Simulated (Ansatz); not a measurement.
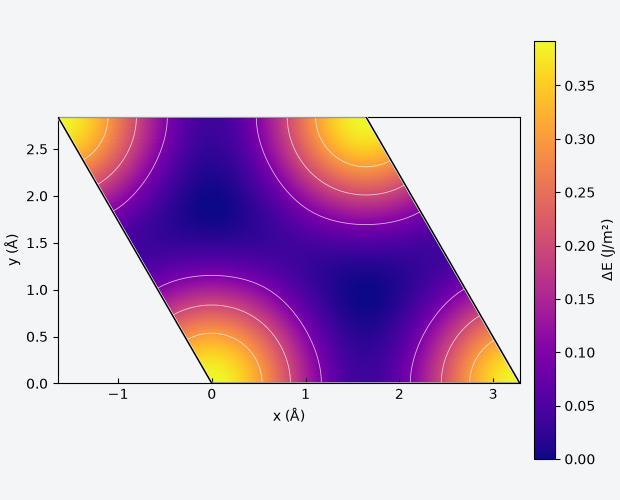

A bilayer of two WSe₂ sheets (1H type) (6 atoms in the cell). The upper layer of a bilayer is slid over the lower one; relaxed at each slide: nothing; the origin of the map has Se4 above Se3; the distance between the facing planes is held at 3.11 Å. Places are given modulo a cell vector. The map is drawn in real space over the plane of the slide. The scan uses a 6 × 6 grid; 7 points were computed and 29 follow by symmetry. Energies: J/m², counted from the lowest grid point. At a held distance the lowest stacking need not be the one that binds best once the distance relaxes. These are results of DFT PBE+D3(BJ), scalar-relativistic, plane waves, PAW (Ansatz 0.2.0), not measurements. Settings: cutoff 420 eV, k-mesh 9×9×1, gaussian smearing 0.05 eV, no spin polarisation.

The picture shows a smooth colour map with a few white contour lines, the outline of one cell of the plane. Between grid points the surface is interpolated.

The lowest grid point is at (2/6, 4/6) of the cell vectors; the map holds 2 wells of about this depth. The highest grid point, (0/6, 0/6) of the cell vectors, lies 0.392 J/m² above the lowest. On the interpolated surface the easiest way out of the lowest well to a well of about the same depth near (4/6, 2/6) of the cell vectors passes a barrier of about 0.037 J/m². Facing atoms of the upper layer at the lowest point: Se above W of a deeper plane; at the highest: Se above Se, the W behind them above W.

The upper layer is now turned by 180 degrees about the normal; all else is set up alike.

What does this change do to the map?

Answer. The lowest place stays at (2/6, 4/6) of the cell vectors. The span from the lowest to the highest grid point shrinks from 0.392 to 0.363 J/m². The easiest pass out of the lowest well goes from about 0.037 to about 0.066 J/m² on the interpolated surfaces. Higher wells of the new map: (4/6, 2/6) of the cell vectors, 0.054 J/m² up (that grid point lay 0.000 J/m² up before). In the new map: facing atoms of the upper layer at the lowest point: Se above W of a deeper plane, the W behind them above Se; at the highest: Se above Se.

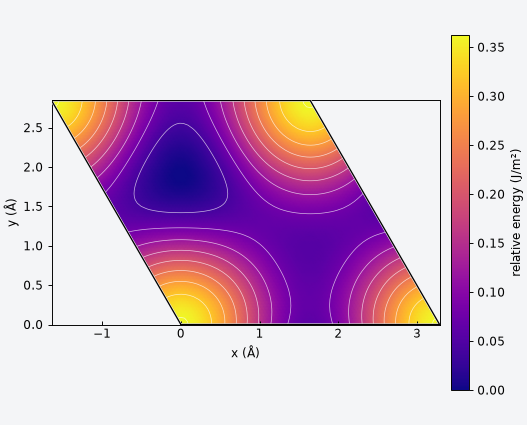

The map after the change, on a colour scale of its own. Drawn: a smooth colour map with a few white contour lines, the outline of one cell of the plane. Between grid points the surface is interpolated.

PAW datasets: the set soft_1.
